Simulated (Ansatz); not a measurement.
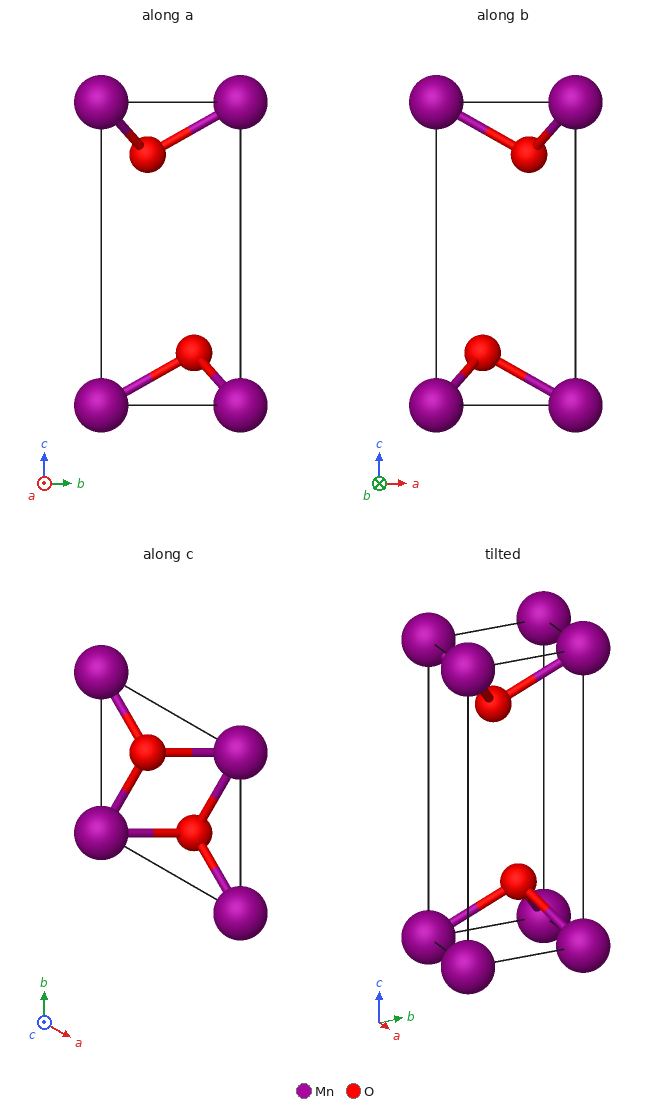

Crystal structure, ball-and-stick style, seen along the a axis, along the b axis, along the c axis and slightly off an axis. The lines enclose the conventional unit cell; boundary atoms appear with their images.

Lattice parameters: a = 2.920 Å, b = 2.920 Å, c = 5.507 Å, α = 90.00°, β = 90.00°, γ = 120.00°.

Write the structure as a table of Wyckoff sites, with free fractional coordinates to two decimals.

Answer. Space group P-3m1 (No. 164).
```json
{"atom": "Mn", "site": "1a", "x": "0.00", "y": "0.00", "z": "0.00"}
{"atom": "O", "site": "2d", "x": "0.3333", "y": "0.6667", "z": "0.17"}
```

The initial geometry was a structure type filled with these elements by a generator (whether the compound takes this form wasn't checked). Earlier steps of the study, as a rule a relaxation of our own, may have changed the cell and positions, so they can lie some per cent off the listed ones. A calculation with Ansatz used it as input.
